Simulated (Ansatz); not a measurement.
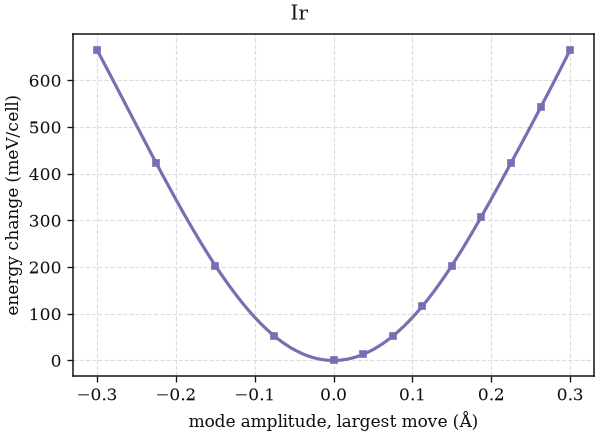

The picture above shows the energy change against mode amplitude for Ir, space group Fm-3m (No. 225).

The given structure:
```yaml
crystal:
  lattice:
    - [0.00000, -1.91970, -1.91970]
    - [-1.91970, 0.00000, -1.91970]
    - [1.91970, 1.91970, -3.83940]
  atoms:
    - { symbol: Ir, position: [0.50000, 0.50000, 0.50000] }
    - { symbol: Ir, position: [0.00000, 0.00000, 0.00000] }
```

Displacement pattern for amplitude 1 (x, y, z for each atom, in the order of the cell):
| atom | x | y | z |
| --- | --- | --- | --- |
| Ir1 | −0.41 | −0.41 | −0.82 |
| Ir2 | 0.41 | 0.41 | 0.82 |

How it was computed, with Ansatz 0.2.0: a normal mode of the cell frozen into a crystal at growing amplitude, by plane-wave density functional theory with PAW datasets, free energies less that of the undisturbed cell; scalar-relativistic. Level: PBEsol, no spin polarisation.

```json
{"setting": "wave cutoff", "value": "420 eV"}
{"setting": "k mesh", "value": "24×24×20"}
{"setting": "occupations", "value": "Gaussian"}
{"setting": "smearing width", "value": "0.15 eV"}
{"setting": "k shift", "value": "(0, 0, 0) (mesh steps)"}
{"setting": "start", "value": "as given"}
```

The points at mode amplitude −0.225, −0.075, 0.15 and 0.3 follow from computed ones by symmetry.

Q: Does the undistorted structure sit at the bottom of the curve?

A: Yes: the energy rises on both sides of the starting structure, which is therefore a minimum along this path.

Q: What does the calculation give for the phonon wavenumber?

A: 115 cm⁻¹.

Keep in mind: reference crystal is not relaxed.
